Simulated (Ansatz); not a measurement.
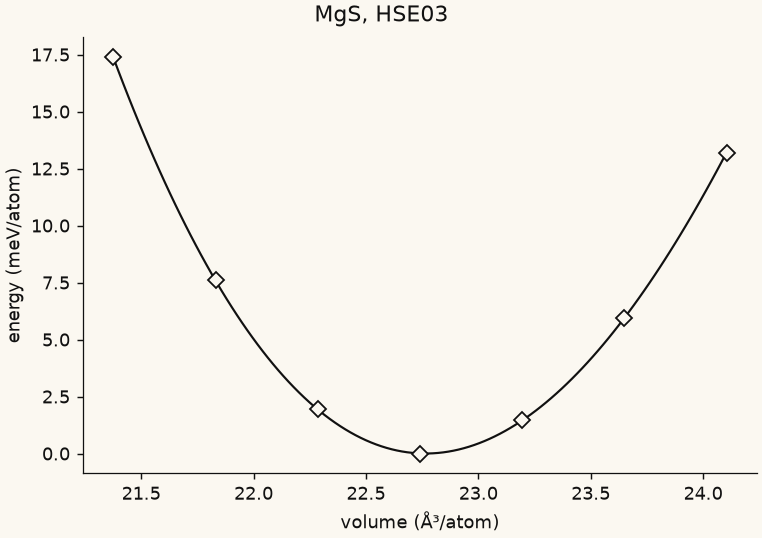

Plotted: energy against volume for MgS, space group F-43m (No. 216).

The given structure:
```
S Mg
1.0
     0.00000    2.83312    2.83312
     2.83312    0.00000    2.83312
     2.83312    2.83312    0.00000
S Mg
1 1
Direct
  0.75000 0.75000 0.75000
  0.00000 0.00000 0.00000
```

Calculation (Ansatz 0.2.0): plane-wave DFT, no spin polarisation; energies at scaled volumes of the given cell, shape and fractions fixed, counted from the fit's minimum, third-order Birch-Murnaghan fit. Level: HSE03.

- k mesh: 4×4×4
- occupations: Methfessel–Paxton
- smearing width: 0.15 eV
- potentials: Ansatz PAW
- wave cutoff: 420 eV
- density cutoff: 1680 eV

This calculation gives: equilibrium volume 22.77 Å³/atom and bulk modulus 59.1 GPa.

Now the level changes from HSE03 to PBE. The second calculation uses k mesh 8×8×8, smearing width 0.05 eV and occupations Fermi–Dirac. How do these quantities change?

The equilibrium volume rises from 22.77 to 23.12 Å³/atom (+1.5 %) and the bulk modulus falls from 59.1 to 55.2 GPa (−6.6 %).

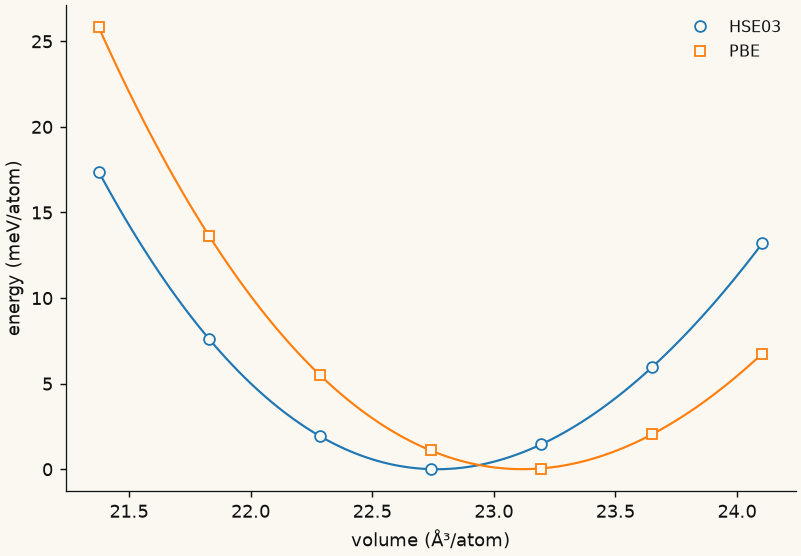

The two results together.

For HSE03, limits of the calculation: coarse k mesh; the program warns: stress exchange threshold loose.

V0 and the bulk modulus come from third-order Birch–Murnaghan fits.
